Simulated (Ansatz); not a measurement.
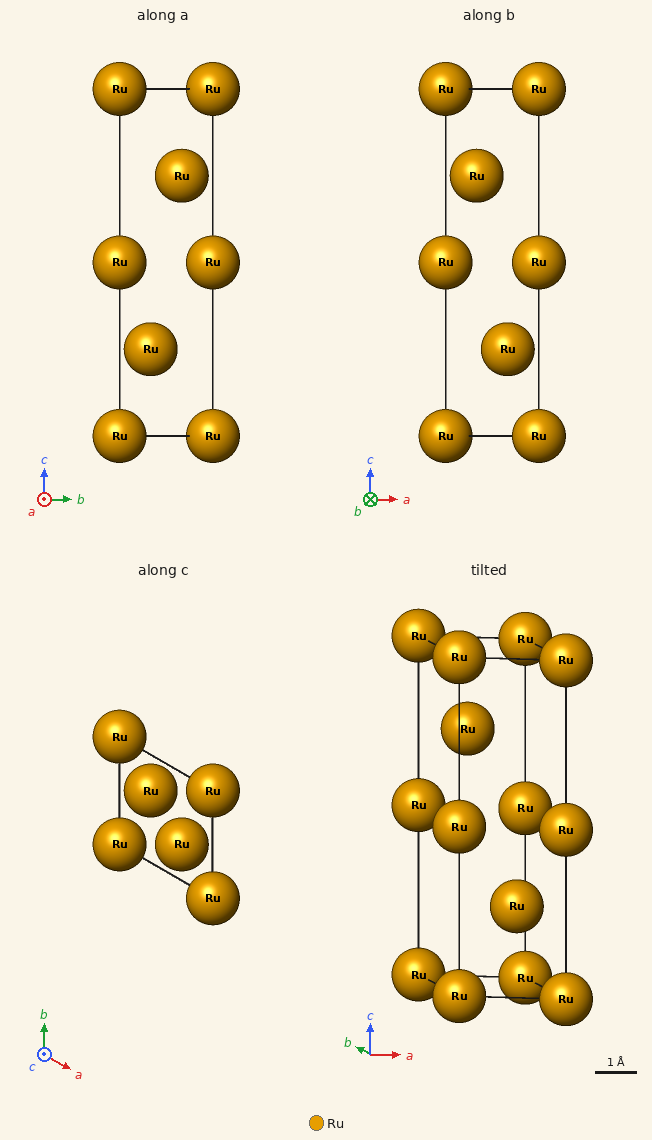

Spheres-only representation of a periodic structure, projected along the a axis, along the b axis, along the c axis and slightly off an axis. The outline marks the conventional unit cell.

Lattice parameters: a = 2.6766 Å, b = 2.6766 Å, c = 8.6179 Å, α = 90.000°, β = 90.000°, γ = 120.000°.

Convert the drawing into a CIF in P1 with every atom of the cell.

```cif
data_structure
_symmetry_space_group_name_H-M 'P 1'
_symmetry_Int_Tables_number 1
_cell_length_a 2.6766
_cell_length_b 2.6766
_cell_length_c 8.6179
_cell_angle_alpha 90.000
_cell_angle_beta 90.000
_cell_angle_gamma 120.000
_cell_volume 53.47
loop_
_atom_site_label
_atom_site_type_symbol
_atom_site_fract_x
_atom_site_fract_y
_atom_site_fract_z
_atom_site_occupancy
Ru1 Ru 0.0000 0.0000 0.0000 1
Ru2 Ru 0.0000 0.0000 0.5000 1
Ru3 Ru 0.3333 0.6667 0.7500 1
Ru4 Ru 0.6667 0.3333 0.2500 1
```

Origin of the cell: a structure type filled with this element by a generator (whether the element takes this form wasn't checked). It is drawn as it came out of a relaxation with DFT PBEsol, scalar-relativistic, plane waves, PAW in Ansatz 0.2.0.
